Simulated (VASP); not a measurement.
```
CELL_PARAMETERS angstrom
4.26565 0.00000 0.00000
-2.13282 3.69416 0.00000
0.00000 0.00000 2.68933
ATOMIC_POSITIONS crystal
Ru 0.33333 0.66667 0.50000
Ru 0.00000 0.00000 0.00000
Ru 0.66667 0.33333 0.50000
```

Space group P6/mmm; a generated structure, not necessarily the stable one.

All numbers below come from Kohn-Sham DFT of a periodic cell, PBE, VASP PAW PBE potentials, recommended (VASP).

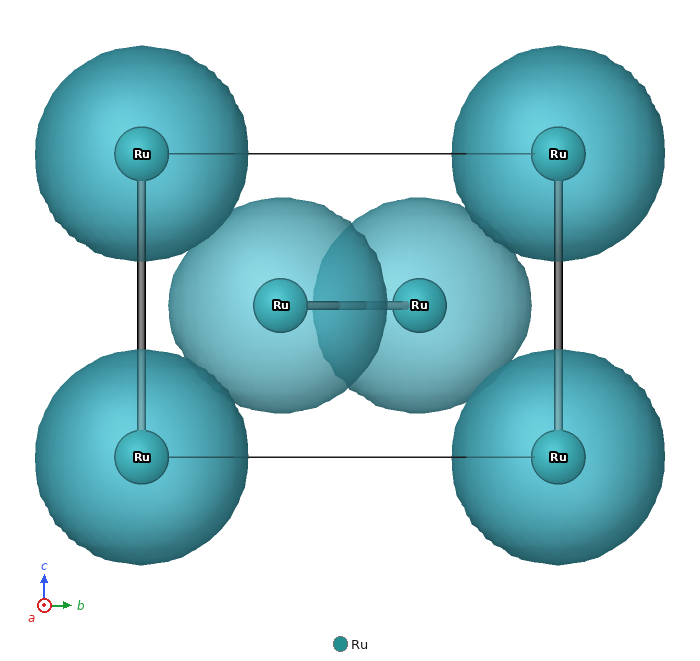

Ru. Isosurface of the valence charge density (pseudo) at 0.8 e/Å³ (cyan), seen along the a axis. Sticks mark near contacts.

How is the density connected at this value?

Answer. At this value the density breaks into separate islands; it holds about 70 % of the electrons treated as valence. It bridges none of the near contacts. It is pinched off along the sampled Ru–Ru (2.46 Å) and Ru–Ru (2.69 Å) contacts. On the grid the lowest density along these lines, outside the cores, is 0.61 e/Å³ (Ru–Ru, 2.46 Å) and 0.38 e/Å³ (Ru–Ru, 2.69 Å).
